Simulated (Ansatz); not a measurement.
Consider ZnO$_{5}$.

```xyz
6
Lattice="6.4908 0.0000 0.0000 -3.2454 5.6212 0.0000 0.0000 0.0000 3.5827" Properties=species:S:1:pos:R:3 pbc="T T T"
Zn    0.0000    0.0000    0.0000
O     0.0000    3.7475    1.1861
O     3.2454    1.8737    1.1861
O     3.2454    1.8737    2.3966
O     0.0000    3.7475    2.3966
O     0.0000    0.0000    1.7913
```

Space group P6/mmm; a generated structure, not necessarily the stable one; spin-polarised.

Theory: DFT PBE, scalar-relativistic, plane waves, PAW in Ansatz 0.2.0.

What will maps of the valence pseudo-density, electron localisation function and spin density show?

Answer. Zn–O (1.79 Å): ρ at the midpoint is about 0.86 e/Å³; the ELF peaks at about 0.75 in the valence shell of O, 0.6 Å from its nucleus, and is about 0.35 at the midpoint.
The spin density sits on O: +0.5 μB (×4) in one cell of 6 atoms: parallel main moments (a ferromagnetic arrangement) in this solution. The cell of the calculation (6 atoms) carries 4.0 μB of net spin moment.

Does the calculation make it a metal, or give it a gap?

Answer. It is gapped, with a Kohn–Sham gap of 0.57 eV on the k-point mesh, an upper bound to the gap of this method.

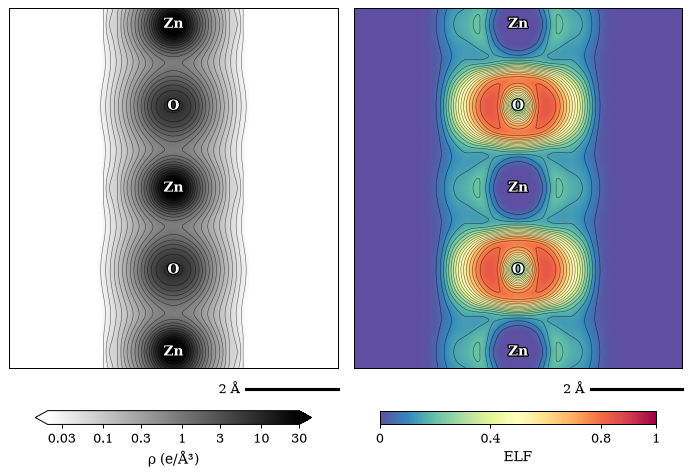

Computed valence pseudo-density and electron localisation function on the (100) plane of the conventional cell, in this order. 

Core electrons are frozen (PAW), and the valence fields are smoothed inside the atomic spheres.
